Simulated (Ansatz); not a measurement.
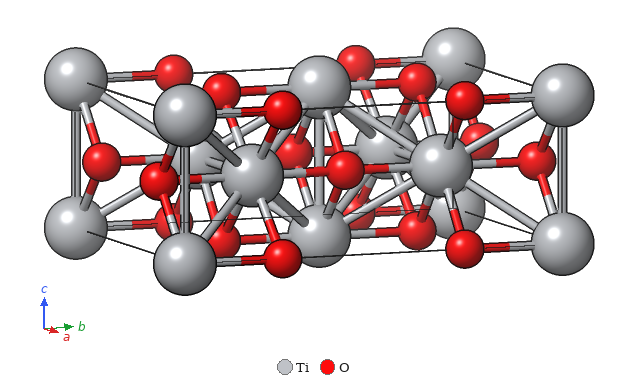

Drawn in the ball-and-stick manner and seen slightly off an axis. Lines trace the edges of the conventional unit cell. Cell: a = 5.83 Å, b = 8.06 Å, c = 2.97 Å, α = 90.00°, β = 90.00°, γ = 90.00°.

Source of the structure: a structure listed in the Materials Project. Earlier steps of the study, as a rule a relaxation of our own, may have changed the cell and positions, so they can lie some per cent off the listed ones. An electronic-structure calculation with Ansatz was run on it.

Q: What can be read from this drawing?

A: The solid is Ti3O4. The space group is Cmmm (No. 65); the lattice is base-centred orthorhombic. It has 14 atoms to the cell (6 Ti, 8 O). Within bonding distance, the neighbour counts come to Ti 14 to 16 (mean 14.7) and O 4 to 5 (mean 4.5).

Results below were computed with DFT PBEsol, scalar-relativistic, plane waves, PAW in Ansatz 0.2.0; the settings were a plane-wave cutoff of 420 eV, k-points about 0.18 Å⁻¹ apart, Gaussian smearing of 0.1 eV, no spin polarisation.

Q: Classify it as metallic or gapped, with the value.

A: A metal: bands cross the Fermi level.

Q: What does a Bader analysis give?

A: Ti +1.72 to +1.77 e; O -1.36 to -1.28 e.

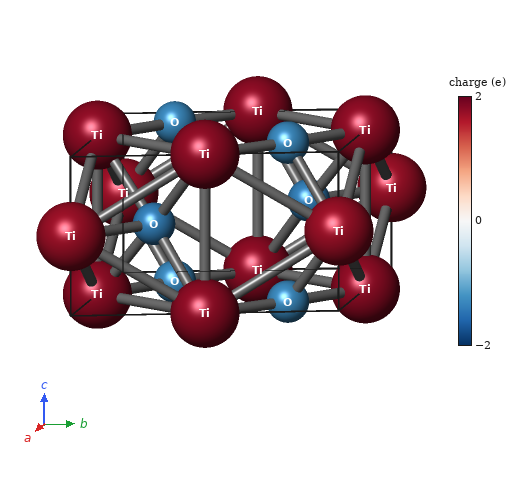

The atoms coloured by those charges. The run's cell of 7 atoms is drawn, so axes and origin can differ from the first picture.

Q: Has the structure come to rest?

A: Yes. All forces vanish to within 0.01 eV/Å. The pressure is 0.0 GPa, close to zero.
